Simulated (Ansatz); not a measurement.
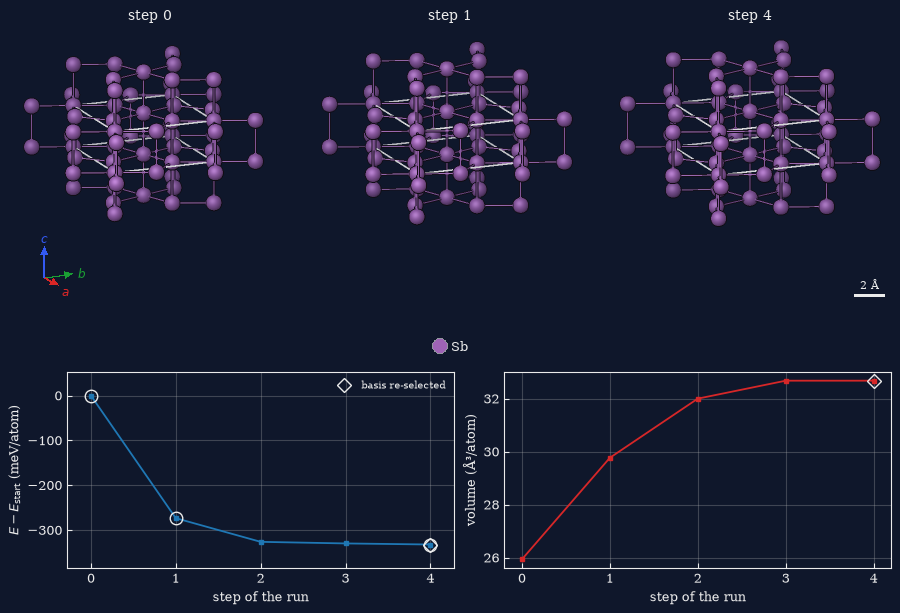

Frames of a relaxation of crystalline Sb (a generated structure, set up in P4/mbm) (coarse preliminary run), marked on the history of the run. A ball-and-stick model of the cell of the calculation, seen slightly off an axis.

Level of theory: DFT PBE, scalar-relativistic, plane waves, PAW (Ansatz 0.2.0). Set-up: plane-wave cutoff 420 eV; k-point mesh 4 × 4 × 6; occupations gaussian; smearing width 0.1 eV; no spin polarisation; cell and atoms relaxed; force threshold 0.04 eV/Å; at most 70 steps.

### Describe the path.

The energy falls by 332 meV per atom in 3 accepted moves (4 points after the start). Largest force component: 0.11 eV/Å at the start, 0.039 eV/Å at the end. The pressure goes from 18.28 to 0.33 GPa. The SCF was repeated once at an unchanged geometry on a basis and grid sized afresh for the cell, which shifted the energy by 2.4 meV per atom at most. The largest moves relative to the cell, 0.050 Å, are those of Sb atoms. The drawn cell changes as follows: a = b 7.322 → 7.991 Å (+9.1 %), c 2.902 → 3.070 Å (+5.8 %); the volume changes by +26.0 %. Among the contacts that change: Sb–Sb 2.842 → 3.122 Å, Sb–Sb 2.902 → 3.070 Å, Sb–Sb 2.834 → 2.994 Å. The space group stays P4/mbm (No. 127). From step 0 to 1: volume +14.8 %, energy −273 meV per atom. From step 1 to 4: Sb atoms move most (0.03 Å), volume +9.8 %, energy −58.7 meV per atom.
